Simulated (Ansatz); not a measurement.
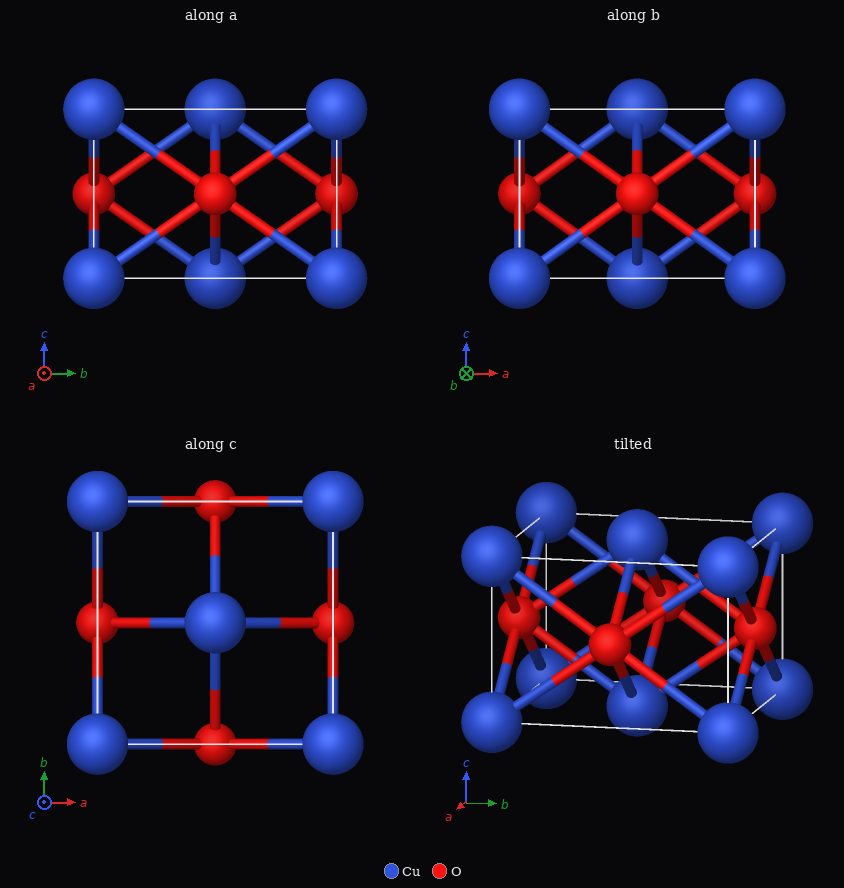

Structure drawing (ball-and-stick), viewed along the a axis, along the b axis, along the c axis and slightly off an axis. Thin lines show the conventional unit cell, with boundary atoms drawn in all their periodic places.

Lattice parameters: a = 3.6731 Å, b = 3.7850 Å, c = 2.6368 Å, α = 90.000°, β = 90.000°, γ = 90.000°.

Q: Record the structure as a CIF with its space group and independent sites.

A:
```cif
data_structure
_symmetry_space_group_name_H-M 'C m m m'
_symmetry_Int_Tables_number 65
_cell_length_a 3.6731
_cell_length_b 3.7850
_cell_length_c 2.6368
_cell_angle_alpha 90.000
_cell_angle_beta 90.000
_cell_angle_gamma 90.000
_cell_volume 36.66
loop_
_atom_site_label
_atom_site_type_symbol
_atom_site_symmetry_multiplicity
_atom_site_Wyckoff_symbol
_atom_site_fract_x
_atom_site_fract_y
_atom_site_fract_z
_atom_site_occupancy
Cu1 Cu 2 a 0.0000 0.0000 0.0000 1
O1 O 2 c 0.5000 0.0000 0.5000 1
```

The structure was taken from a structure type filled with these elements by a generator (whether the compound takes this form wasn't checked). The cell was then strained or its atoms displaced on purpose. A calculation with Ansatz used it as input.
